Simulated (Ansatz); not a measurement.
## Electronic structure of SiO2 in real space

```
CELL_PARAMETERS angstrom
2.32032 0.00000 -2.32032
-2.32032 2.32032 0.00000
4.22535 4.22535 4.22535
ATOMIC_POSITIONS crystal
Si 0.00000 0.00000 0.00000
Si 0.66667 0.33333 0.33333
Si 0.33333 0.66667 0.66667
O 0.00000 0.00000 0.24945
O 0.66667 0.33333 0.58279
O 0.33333 0.66667 0.91612
O 0.66667 0.33333 0.08388
O 0.33333 0.66667 0.41721
O 0.00000 0.00000 0.75055
```

Space group R-3m; started from the fluorite prototype, which need not be the ambient phase; changed on purpose from its base cell (epitaxial 111 strain +2.5%); computed pressure about 4 GPa in this cell.

Method: DFT, HSE06, plane waves, PAW (Ansatz).

Core electrons are frozen (PAW), and the valence fields are smoothed inside the atomic spheres.

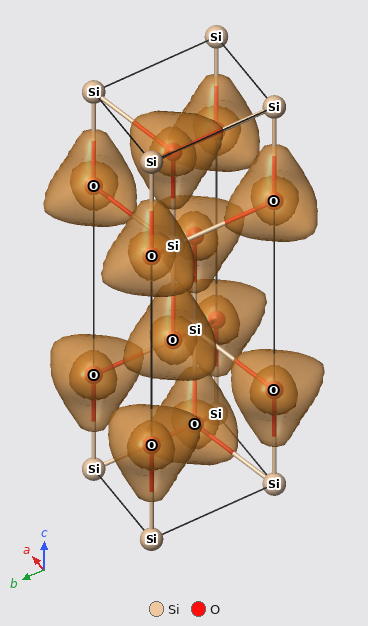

Figure 1. Isosurface of the electron localisation function at 0.75 (orange), seen at an oblique angle. Only the valence region is drawn (cores and ρ < 0.01 e/Å³ removed). Sticks mark near contacts.

Question: What do the ELF domains correspond to?

Answer: The surface consists of six regions on O in which the atom's valence shell and bonds are merged, counted in one cell of 9 atoms. Any copies at cell faces, edges or corners count once.


Si–O (1.83 Å): the ELF peaks at about 0.90 between the atoms. Si–O (1.99 Å): the ELF peaks at about 0.90 between the atoms.

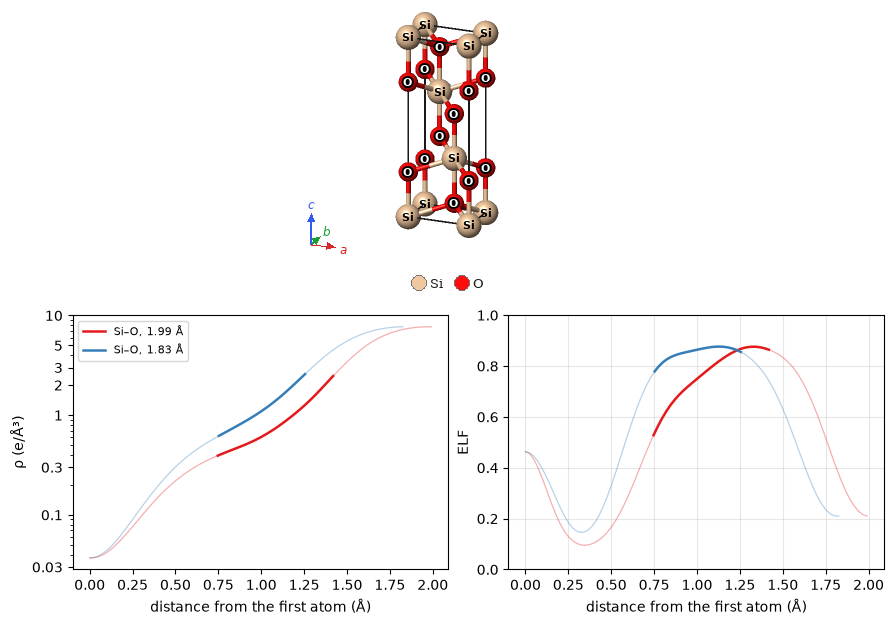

Figure 2. Valence charge density (pseudo) and electron localisation function along straight lines between neighbouring atoms. Thin, pale parts lie inside the atomic spheres. The structure is drawn too.

Question: What can be read from the curves?

Answer: Si–O (1.99 Å): the density is about 0.6 e/Å³ at the midpoint; the ELF peaks at about 0.90 between the atoms.
Si–O (1.83 Å): the density is about 0.88 e/Å³ at the midpoint; the ELF peaks at about 0.90 between the atoms.

Question: Does the calculation give a band gap?

Answer: It is gapped, with a Kohn–Sham gap of 3.9 eV on the k-point mesh (the band edges may lie off the mesh, which would make the gap smaller).
